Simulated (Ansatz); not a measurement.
# Al₁₆O₂₅ (cell with a defect): what the fields show

```
Al O
1.0
    -4.80860   -2.77625    4.37491
     4.80860   -2.77625    4.37491
     0.00000    5.55249    4.37491
Al O
16 25
Direct
  0.14360 0.14222 0.14251
  0.64453 0.64603 0.14907
  0.64645 0.14916 0.64411
  0.14943 0.64446 0.64613
  0.34966 0.34916 0.34919
  0.84776 0.85085 0.35790
  0.85132 0.35791 0.84705
  0.35856 0.84771 0.85119
  0.65124 0.65083 0.65095
  0.15319 0.14918 0.64224
  0.14958 0.64205 0.15306
  0.64234 0.15229 0.14898
  0.85721 0.85775 0.85760
  0.35634 0.35402 0.85113
  0.35449 0.85090 0.35604
  0.85145 0.35553 0.35392
  0.40861 0.59552 0.74936
  0.90137 0.10625 0.72428
  0.90114 0.60097 0.25196
  0.39956 0.09565 0.25052
  0.40515 0.25115 0.59154
  0.90478 0.74972 0.60089
  0.89474 0.27477 0.09852
  0.39900 0.74789 0.09953
  0.59574 0.74892 0.40863
  0.09609 0.25034 0.39927
  0.10619 0.72515 0.90156
  0.60191 0.25213 0.90063
  0.74933 0.40847 0.59518
  0.25250 0.90074 0.60154
  0.25085 0.39932 0.09581
  0.72410 0.90066 0.10607
  0.25153 0.59156 0.40493
  0.74838 0.09930 0.39862
  0.75001 0.60072 0.90434
  0.27683 0.09934 0.89412
  0.59229 0.40452 0.25081
  0.09954 0.89387 0.27587
  0.09978 0.39908 0.74823
  0.60134 0.90440 0.74961
  0.00050 0.99986 0.99999
```

Level of theory: Ansatz, DFT PBE, scalar-relativistic, plane waves, PAW.

Core electrons are frozen (PAW), and the valence fields are smoothed inside the atomic spheres.

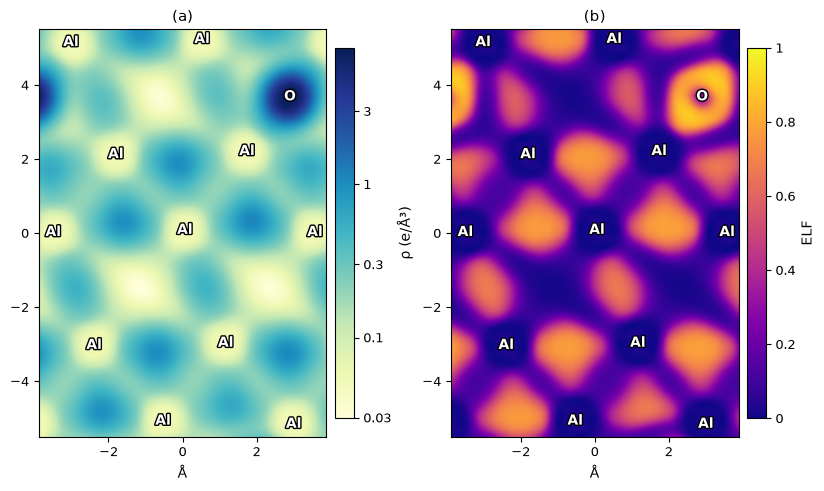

Figure 1. (a) valence charge density (pseudo); (b) electron localisation function on the (11̄0) plane of the calculation cell.

Q: Interpret the plot.

A: The section cuts through Al and O sites.
Atoms just off the plane (O, 0.7 Å away) can leave unmarked features too.
Al–O (1.87 Å): ρ is about 0.62 e/Å³ halfway; the ELF peaks at about 0.90 in the valence shell of O, 0.6 Å from its nucleus, and is about 0.80 at the midpoint.
Between the atoms the lowest density in this plane is 0.03 e/Å³.

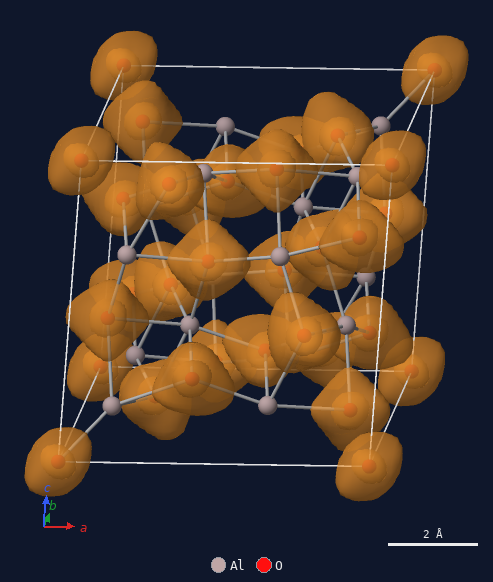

Figure 2. Isosurface of the electron localisation function at 0.75 (orange), seen at an oblique angle. Core shells and regions of very low density are left out. Sticks mark near contacts.

Q: What do the ELF domains correspond to?

A: At this value the surface marks out 24 regions on O in which the atom's valence shell and bonds are merged and one region wrapped around O (its valence shell), counted in one cell of 41 atoms. Any copies at cell faces, edges or corners count once. Profiles from the grid: Al–O (1.85 Å): the ELF peaks at about 0.85 in the valence shell of O, 0.7 Å from its nucleus, and is about 0.80 at the midpoint. Al–O (1.92 Å): the ELF peaks at about 0.85 in the valence shell of O, 0.6 Å from its nucleus, and is about 0.75 at the midpoint.

Q: Metal or insulator at this level of theory?

A: It is gapless in this calculation (a metal or semimetal).
